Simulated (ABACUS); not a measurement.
**Pr: 7 runs along one coordinate**

System: Pr (P6₃/mmc, 2 atoms in the cell).
Method: Kohn-Sham DFT of a periodic cell, PBE, PseudoDojo NC SR 0.4.1 PBE standard, lanthanides 3+ (f in core), spin-polarised (ABACUS 3.10.1).

The 7 runs differ only in the geometry, by an even scaling of the cell at fixed fractional positions. The structure derives from an entry of the Crystallography Open Database.

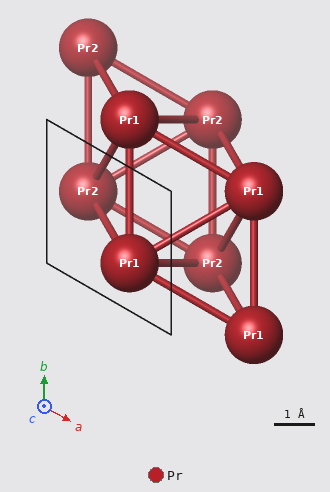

Figure 1. The structure of run 4 (ball-and-stick view of the cell of the calculation, repeated 2 × 2 × 1, along the c axis; atoms are numbered from 1 in the order of the input).

**The input of run 4**
```
INPUT_PARAMETERS
suffix              Pr
calculation         scf
basis_type          pw
pseudo_dir          ./
symmetry            1
dft_functional      pbe
ecutwfc             49
pseudo_rcut         10
nspin               2
nbands              15
ks_solver           dav
smearing_method     fd
smearing_sigma      0.00367493
scf_thr             1e-08
scf_nmax            100
mixing_type         broyden
mixing_beta         0.4
cal_force           1
cal_stress          1
kpar                4
```

**File STRU of run 4**
```
ATOMIC_SPECIES
Pr 140.9077 Pr.upf

LATTICE_CONSTANT
1.8897261246

LATTICE_VECTORS
3.6690000000 0.0000000000 0.0000000000
-1.8345000000 3.1774472065 0.0000000000
0.0000000000 0.0000000000 5.9200000000

ATOMIC_POSITIONS
Direct

Pr
0.0
2
0.6666666667 0.3333333333 0.7500000000 1 1 1 mag 0
0.3333333333 0.6666666667 0.2500000000 1 1 1 mag 0
```

**File KPT of run 4**
```
K_POINTS
0
Gamma
8 8 5 0 0 0
```

Command:
```bash
OMP_NUM_THREADS=1 mpirun -np 4 abacus > log
```

Run 2 differs from it as follows:
```diff
-3.6690000000 0.0000000000 0.0000000000
--1.8345000000 3.1774472065 0.0000000000
-0.0000000000 0.0000000000 5.9200000000
+3.6194128403 0.0000000000 0.0000000000
+-1.8097064201 3.1345034665 0.0000000000
+0.0000000000 0.0000000000 5.8399901920
```

**Results, with one run withheld**

| run | volume per atom (Å³) | free energy per atom, from the lowest run given (meV) | pressure (GPa) |
| --- | --- | --- | --- |
| 1 | 32.437 | 55.26 | 4.74 |
| 2 | 33.128 | ? | ? |
| 3 | 33.818 | 22.69 | 2.87 |
| 4 | 34.508 | 12.12 | 2.04 |
| 5 | 35.198 | 4.99 | 1.27 |
| 6 | 35.888 | 1.03 | 0.57 |
| 7 | 36.578 | 0.00 | −0.09 |

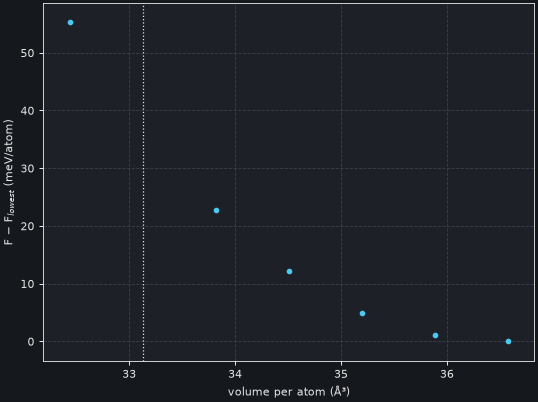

Figure 2. Free energy per atom of the runs given; the dotted line marks run 2.

What should run 2 give?

A cubic polynomial in V^(−2/3) (the Birch–Murnaghan form), fitted to the 6 runs given, misses them by under 0.01 meV per atom. With x = V^(−2/3) − 0.09401 Å⁻², it reads F = 9.8887 + 6334.7 x + 9.9573e+05 x² − 5.2458e+06 x³ (meV per atom). At run 2 it gives 36.96 meV per atom, and the run itself gives 36.96. The slope of the fit gives a pressure −dF/dV of 3.77 GPa there, and the run prints 3.76 GPa. The fit has its minimum at 36.485 Å³ per atom, where V d²F/dV² gives 33.7 GPa. Cell shape and fractional positions are held, so this is the stiffness under even scaling; the relaxed bulk modulus wasn't computed.

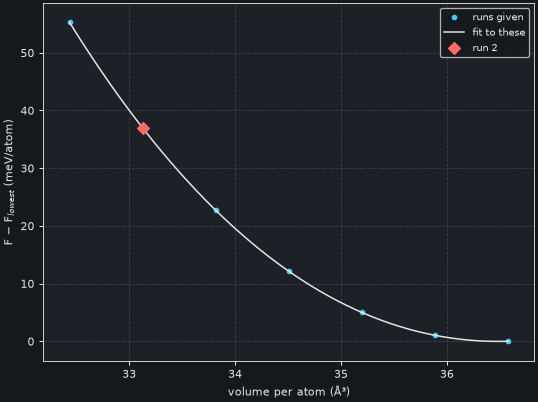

Figure 3. The fit and the withheld run.

**Some lines of the output (run 2)**
```
[...]
 E_Fermi        0.8736102131         11.8860767296
 E_Fermi        0.8731405172         11.8796861889
 E_Fermi        0.8724010426         11.8696251203
 E_Fermi        0.8714684449         11.8569364784
 E_Fermi        0.8715201460         11.8576399074
 E_Fermi        0.8715926207         11.8586259758
 E_Fermi        0.8715903815         11.8585955098
 E_Fermi        0.8715834219         11.8585008199
 E_KS(sigma->0) -147.3726655341      -2005.1079807120
 E_Fermi        0.8715813831         11.8584730805
 final etot is -2005.122064 eV
 EFERMI = 11.85847308 eV
 TOTAL-PRESSURE: 37.649858 KBAR
 !FINAL_ETOT_IS -2005.1220639585037588 eV
```

Notes: Points of doubt noted for this run: f electrons in core.
